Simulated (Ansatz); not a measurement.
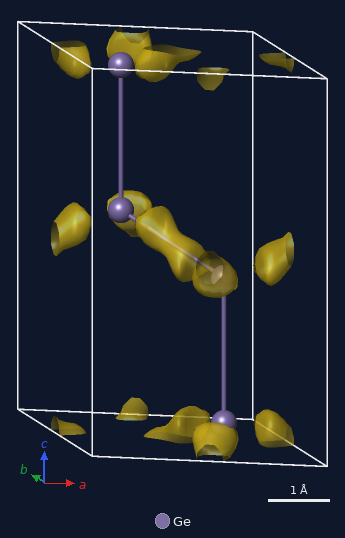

Figure. Ge. Density of the Kohn–Sham states from −0.25 to +0.25 eV about the Fermi level (the states at the Fermi level), scaled to one electron a cell: yellow surface at 0.03 1/Å³, in the conventional cell seen slightly off an axis.

Space group P6_3/mmc. This isn't the usual form at ambient conditions. The cell comes from a database of computed structures, not from a measurement.

Theory: DFT LDA, scalar-relativistic, plane waves, PAW (Ansatz 0.2.0).

Core electrons are frozen (PAW), so the fields are smoothed inside the atomic spheres.

Which atoms and orbitals make up these states?

Löwdin projections on the PAW files' atomic orbitals give Ge 4p (75 %) and Ge 4s (25 %).

Cost of the run: 2.7 s on 2 threads of AMD EPYC 9R45 96-Core Processor (Zen 5) (shared host), peak memory 0.55 GiB.
